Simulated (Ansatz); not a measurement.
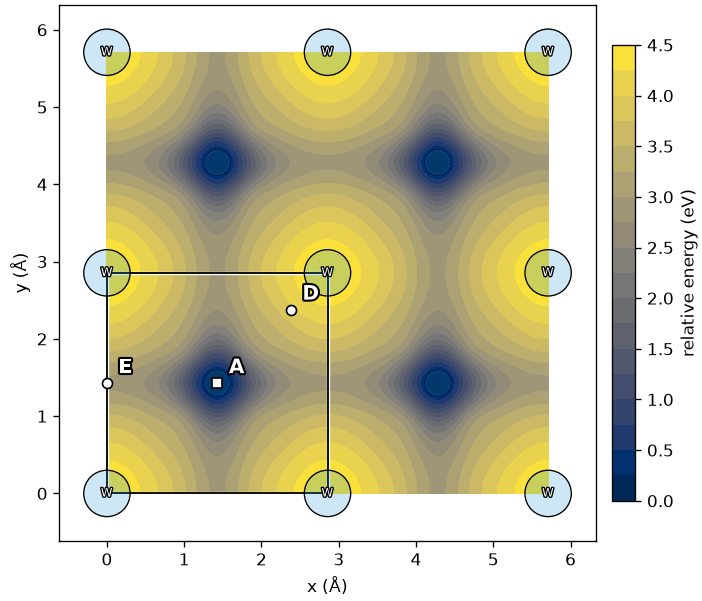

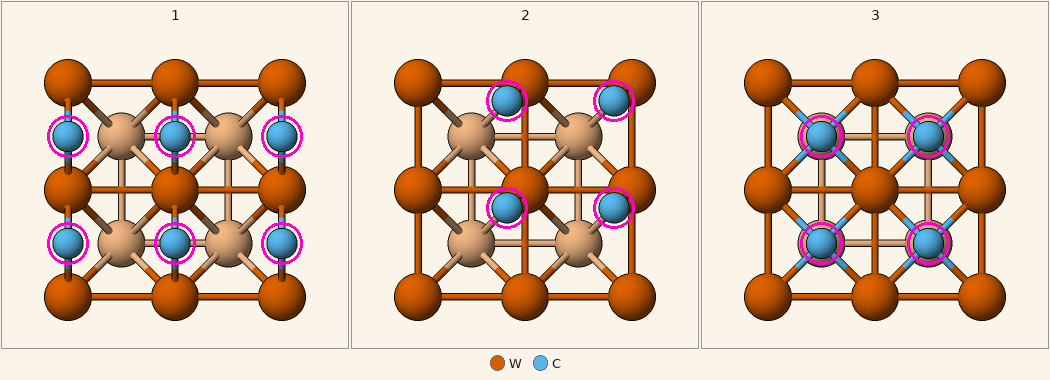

C on a W(100) slab cut from the Fm-3m phase, its upper half relaxed before the scan (3 atoms of substrate and one adsorbate in a 1 × 1 cell). 
- C is moved over the surface cell; relaxed at each place: the height of the adsorbate's atoms; substrate rigid; the origin of the map has the adsorbate above W3.
- Places are given modulo a cell vector. The map is drawn in real space over the plane of the surface.
- Grid: 6 × 6 points; 10 points were computed and 26 follow by symmetry.
- Energies: eV, counted from the lowest grid point.
- With one adsorbate in each 1 × 1 cell, its nearest image is 2.9 Å away, so neighbouring adsorbates interact.
- The calculation used DFT PBE, scalar-relativistic, plane waves, PAW (Ansatz 0.2.0). Settings: cutoff 420 eV, k-mesh 9×9×1, gaussian smearing 0.1 eV, no spin polarisation.

In the figure: filled contours, labelled circles for the atoms of the top layer and small ones for the second layer, the outline of one cell of the 2 × 2 shown, lettered points. Between grid points the surface is interpolated. The numbered pictures are the structures at these points, in random order. Rings mark the moved atoms.

Q: Which structure belongs to which point?

A: A is structure 3: a fourfold hollow over a second-layer W atom, (3/6, 3/6) of the cell vectors, 0.00 eV; D is structure 2: (5/6, 5/6) of the cell vectors [nearest 1 W at 1.83 Å], 3.93 eV; E is structure 1: a bridge site between two W atoms, (0/6, 3/6) of the cell vectors, 2.95 eV.

PAW datasets: the set soft_1.
